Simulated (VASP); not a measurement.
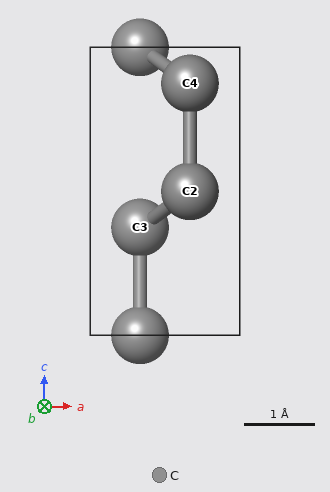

*The input geometry (ball-and-stick view of the cell of the calculation, along the b axis; atoms are numbered from 1 in the order of the input).*

Near neighbours in the crystal (not all of them lie inside the picture): C has 4 C at 1.54 to 1.56 Å.

## Single-point calculation, with input and output: C

C (4 atoms in the cell), computed with DFT, plane waves, PAW, settings varied from a PBE run (VASP 6.6.1).

The structure was built on a prototype by a generator. The geometry comes from this level: r2SCAN (a point of a series of strains).

**INCAR**
```
ENCUT = 520.000000
SIGMA = 0.020000
EDIFF = 1.00e-07
GGA = PE
PREC = Accurate
IBRION = -1
ISIF = 2
ISMEAR = -1
NBANDS = 16
NSW = 0
LASPH = .TRUE.
LCHARG = .FALSE.
LWAVE = .FALSE.
LREAL = .FALSE.
NELECT = 16.5
ADDGRID = .TRUE.
NELM = 81
```

**KPOINTS**
```
KPOINTS created by Atomic Simulation Environment
0
Gamma
12 12 6
0 0 0
```

**POSCAR**
```
C
 1.0000000000000000
     2.5031953717780824    0.0000000000287717    0.0000000000000000
    -1.2515976859139586    2.1678307825810661    0.0000000000000000
    -0.0000000000000000    0.0000000000000000    4.1688692921454775
 C
   4
Cartesian
 -0.0000000000166113  1.4452205217303011  0.0009643286881245
  1.2515976858807356  0.7226102608795363  2.0853989747608632
 -0.0000000000166113  1.4452205217303011  1.5623616558664297
  1.2515976858807356  0.7226102608795363  3.6467963019391694
```

Run on 1 CPU thread, shared host.

Launched with:
```bash
mpirun -np 1 vasp_std
```

**OSZICAR**
```
N       E                     dE             d eps       ncg     rms          rms(c)
DAV:   1     0.299587840263E+02    0.29959E+02   -0.84971E+03  2432   0.989E+02
DAV:   2    -0.286444850447E+02   -0.58603E+02   -0.54754E+02  3480   0.192E+02
DAV:   3    -0.305007131549E+02   -0.18562E+01   -0.18452E+01  3024   0.289E+01
DAV:   4    -0.305079807280E+02   -0.72676E-02   -0.72666E-02  3024   0.221E+00
DAV:   5    -0.305080149996E+02   -0.34272E-04   -0.34271E-04  3008   0.136E-01    0.817E+00
DAV:   6    -0.292326727317E+02    0.12753E+01   -0.98072E-01  2776   0.609E+00    0.472E+00
DAV:   7    -0.288919188962E+02    0.34075E+00   -0.71100E-01  3136   0.550E+00    0.123E+00
DAV:   8    -0.288938708104E+02   -0.19519E-02   -0.11510E-02  2624   0.779E-01    0.136E-01
DAV:   9    -0.288934308464E+02    0.43996E-03   -0.11064E-03  3008   0.215E-01    0.242E-02
DAV:  10    -0.288934519718E+02   -0.21125E-04   -0.22147E-05  2824   0.431E-02    0.627E-03
DAV:  11    -0.288934518268E+02    0.14498E-06   -0.19293E-06  2880   0.104E-02    0.123E-03
DAV:  12    -0.288934516383E+02    0.18853E-06   -0.91553E-08  2080   0.248E-03    0.418E-04
DAV:  13    -0.288934516259E+02    0.12316E-07   -0.14025E-08  1576   0.962E-04
   1 F= -.28893452E+02 E0= -.28893100E+02  d E =-.702378E-03
```

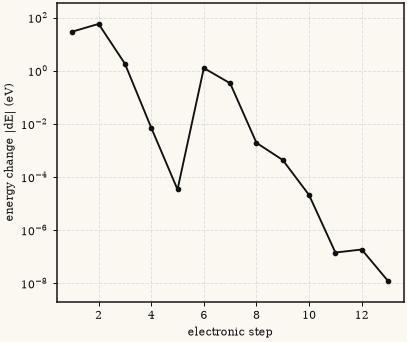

*Convergence of the self-consistent field: energy change |dE| against the electronic step.*

It takes 13 electronic steps. The density is held fixed in the first few steps, and dE rises again when its update begins.

**Parts of OUTCAR**
```
k-points           NKPTS =     76   k-points in BZ     NKDIM =     76   number of bands    NBANDS=     16

   NELECT =      16.5000    total number of electrons

   dimension x,y,z NGX =    20 NGY =   20 NGZ =   32
   dimension x,y,z NGXF=    40 NGYF=   40 NGZF=   64

  energy-cutoff  :      520.00
  volume of cell :       22.62
      direct lattice vectors                 reciprocal lattice vectors
     2.503195372  0.000000000  0.000000000     0.399489393  0.230645309  0.000000000
    -1.251597686  2.167830783  0.000000000    -0.000000000  0.461290617  0.000000000
     0.000000000  0.000000000  4.168869292     0.000000000  0.000000000  0.239873196

 k-points in reciprocal lattice and weights: KPOINTS created by Atomic Simulation Env
   0.00000000  0.00000000  0.00000000       0.001
   0.08333333  0.00000000  0.00000000       0.007
   0.16666667  0.00000000  0.00000000       0.007
   0.25000000  0.00000000  0.00000000       0.007
   0.33333333  0.00000000  0.00000000       0.007
   0.41666667  0.00000000  0.00000000       0.007
   0.50000000  0.00000000  0.00000000       0.003
   0.08333333  0.08333333  0.00000000       0.007
   0.16666667  0.08333333  0.00000000       0.014
   0.25000000  0.08333333  0.00000000       0.014
   0.33333333  0.08333333  0.00000000       0.014
   0.41666667  0.08333333  0.00000000       0.014
   0.16666667  0.16666667  0.00000000       0.007
   0.25000000  0.16666667  0.00000000       0.014
   0.33333333  0.16666667  0.00000000       0.014
   0.41666667  0.16666667  0.00000000       0.007
   0.25000000  0.25000000  0.00000000       0.007
   0.33333333  0.25000000  0.00000000       0.014
   0.33333333  0.33333333  0.00000000       0.002
   0.00000000  0.00000000  0.16666667       0.002
   0.08333333  0.00000000  0.16666667       0.014
   0.16666667  0.00000000  0.16666667       0.014
   0.25000000  0.00000000  0.16666667       0.014
   0.33333333  0.00000000  0.16666667       0.014
   0.41666667  0.00000000  0.16666667       0.014
   0.50000000  0.00000000  0.16666667       0.007
   0.08333333  0.08333333  0.16666667       0.014
   0.16666667  0.08333333  0.16666667       0.028
   0.25000000  0.08333333  0.16666667       0.028
   0.33333333  0.08333333  0.16666667       0.028
   0.41666667  0.08333333  0.16666667       0.028
   0.16666667  0.16666667  0.16666667       0.014
   0.25000000  0.16666667  0.16666667       0.028
   0.33333333  0.16666667  0.16666667       0.028
   0.41666667  0.16666667  0.16666667       0.014
   0.25000000  0.25000000  0.16666667       0.014
   0.33333333  0.25000000  0.16666667       0.028
   0.33333333  0.33333333  0.16666667       0.005
   0.00000000  0.00000000  0.33333333       0.002
   0.08333333  0.00000000  0.33333333       0.014
   0.16666667  0.00000000  0.33333333       0.014
   0.25000000  0.00000000  0.33333333       0.014
   0.33333333  0.00000000  0.33333333       0.014
   0.41666667  0.00000000  0.33333333       0.014
   0.50000000  0.00000000  0.33333333       0.007
   0.08333333  0.08333333  0.33333333       0.014
   0.16666667  0.08333333  0.33333333       0.028
   0.25000000  0.08333333  0.33333333       0.028
   0.33333333  0.08333333  0.33333333       0.028
   0.41666667  0.08333333  0.33333333       0.028
   0.16666667  0.16666667  0.33333333       0.014
   0.25000000  0.16666667  0.33333333       0.028
   0.33333333  0.16666667  0.33333333       0.028
   0.41666667  0.16666667  0.33333333       0.014
   0.25000000  0.25000000  0.33333333       0.014
   0.33333333  0.25000000  0.33333333       0.028
   0.33333333  0.33333333  0.33333333       0.005
   0.00000000  0.00000000  0.50000000       0.001
   0.08333333  0.00000000  0.50000000       0.007
   0.16666667  0.00000000  0.50000000       0.007
   0.25000000  0.00000000  0.50000000       0.007
   0.33333333  0.00000000  0.50000000       0.007
   0.41666667  0.00000000  0.50000000       0.007
   0.50000000  0.00000000  0.50000000       0.003
   0.08333333  0.08333333  0.50000000       0.007
   0.16666667  0.08333333  0.50000000       0.014
   0.25000000  0.08333333  0.50000000       0.014
   0.33333333  0.08333333  0.50000000       0.014
   0.41666667  0.08333333  0.50000000       0.014
   0.16666667  0.16666667  0.50000000       0.007
   0.25000000  0.16666667  0.50000000       0.014
   0.33333333  0.16666667  0.50000000       0.014
   0.41666667  0.16666667  0.50000000       0.007
   0.25000000  0.25000000  0.50000000       0.007
   0.33333333  0.25000000  0.50000000       0.014
   0.33333333  0.33333333  0.50000000       0.002

 E-fermi :  15.1621

 k-point     1 :       0.0000    0.0000    0.0000
  band No.  band energies     occupation
      1     -11.9275      2.00000
      2      -6.3128      2.00000
      3      -3.8235      2.00000
      4       6.8807      2.00000
      5       6.8807      2.00000
      6       9.4988      2.00000
      7       9.9782      2.00000
      8       9.9782      2.00000
      9      14.9246      1.99999
     10      14.9246      1.99999
     11      15.2704      0.00887
     12      18.0989      0.00000
     13      19.5087      0.00000
     14      19.5087      0.00000
     15      24.1311      0.00000
     16      27.4067      0.00000

 k-point     2 :       0.0833    0.0000    0.0000
  band No.  band energies     occupation
      1     -11.7538      2.00000
      2      -6.1566      2.00000
      3      -3.6608      2.00000
      4       6.0138      2.00000
      5       6.5217      2.00000
      6       9.2429      2.00000
      7       9.2430      2.00000
      8       9.6599      2.00000
      9      15.0159      1.99866
     10      15.3890      0.00002
     11      15.5759      0.00000
     12      18.6458      0.00000
     13      19.6526      0.00000
     14      20.0615      0.00000
     15      24.3376      0.00000
     16      27.0452      0.00000

 k-point     3 :       0.1667    0.0000    0.0000
  band No.  band energies     occupation
      1     -11.2348      2.00000
      2      -5.6893      2.00000
      3      -3.1834      2.00000
      4       3.9862      2.00000
      5       5.7044      2.00000
      6       7.5201      2.00000
      7       8.5308      2.00000
      8       8.9175      2.00000
      9      14.9970      1.99948
     10      16.1964      0.00000
     11      16.4241      0.00000
     12      19.8592      0.00000
     13      19.9324      0.00000
     14      21.4660      0.00000
     15      24.9685      0.00000
     16      24.9881      0.00000

 k-point     4 :       0.2500    0.0000    0.0000
  band No.  band energies     occupation
      1     -10.3775      2.00000
      2      -4.9162      2.00000
      3      -2.4448      2.00000
      4       1.5906      2.00000
      5       4.8207      2.00000
      6       5.4207      2.00000
      7       7.4355      2.00000
      8       8.0956      2.00000
      9      14.8170      2.00000
     10      16.8841      0.00000
     11      17.4054      0.00000
     12      20.0596      0.00000
     13      20.1603      0.00000
     14      23.2425      0.00000
     15      24.5952      0.00000
     16      25.4845      0.00000

 k-point     5 :       0.3333    0.0000    0.0000
  band No.  band energies     occupation
      1      -9.1989      2.00000
      2      -3.8496      2.00000
      3      -1.8995      2.00000
      4      -0.3803      2.00000
      5       3.2664      2.00000
      6       4.0950      2.00000
      7       6.0728      2.00000
      8       7.4110      2.00000
      9      14.5937      2.00000
     10      17.5677      0.00000
     11      17.9811      0.00000
     12      19.0049      0.00000
     13      20.3668      0.00000
     14      24.5021      0.00000
     15      24.9407      0.00000
     16      26.2352      0.00000

 [... the levels of 70 k-points are left out ...]

 k-point    76 :       0.3333    0.3333    0.5000
  band No.  band energies     occupation
      1      -3.6560      2.00000
      2      -3.6560      2.00000
      3      -2.5954      2.00000
      4      -2.5954      2.00000
      5       0.3405      2.00000
      6       0.3405      2.00000
      7       5.6528      2.00000
      8       5.6528      2.00000
      9      17.3566      0.00000
     10      17.3566      0.00000
     11      18.8862      0.00000
     12      18.8862      0.00000
     13      22.5893      0.00000
     14      22.5893      0.00000
     15      25.3759      0.00000
     16      25.3759      0.00000

  Total        9.9457865      9.9457865      6.1329702     -0.0000000      0.0000000     -0.0000000
  in kB      704.3869654    704.3869654    434.3532101     -0.0000000      0.0000000     -0.0000000
  external PRESSURE =     614.3757137 kB  Pullay stress =       0.0000000 kB

 POSITION                                       TOTAL-FORCE (eV/Angst)
 -----------------------------------------------------------------------------------
     -0.00000      1.44522      0.00096         0.000000     -0.000000      1.404519
      1.25160      0.72261      2.08540        -0.000000     -0.000000      1.404519
     -0.00000      1.44522      1.56236         0.000000     -0.000000     -1.404519
      1.25160      0.72261      3.64680         0.000000      0.000000     -1.404519
 -----------------------------------------------------------------------------------
    total drift:                                0.000000     -0.000000      0.000000

  FREE ENERGIE OF THE ION-ELECTRON SYSTEM (eV)
  ---------------------------------------------------
  free  energy   TOTEN  =       -28.8934516259 eV

  energy  without entropy=      -28.8927492483  energy(sigma->0) =      -28.89310044
```

**Key numbers**

```csv
quantity,value
outcome,converged
space group (tolerance 0.01 Å),P6₃/mmc (194)
electrons treated,16.500
free energy,−28.8935 eV
Fermi energy,15.162 eV
pressure,61.44 GPa
largest force (length of the vector),1.405 eV/Å
wall time,23 s
peak memory,0.16 GiB
```

**Remarks**

Settings chosen away from the usual ones: NELECT changed by +0.5 from the neutral count; ADDGRID = .TRUE.; NELM = 81. These settings are looser than, or depart from, a standard set-up, so the numbers are not reference values for this system.
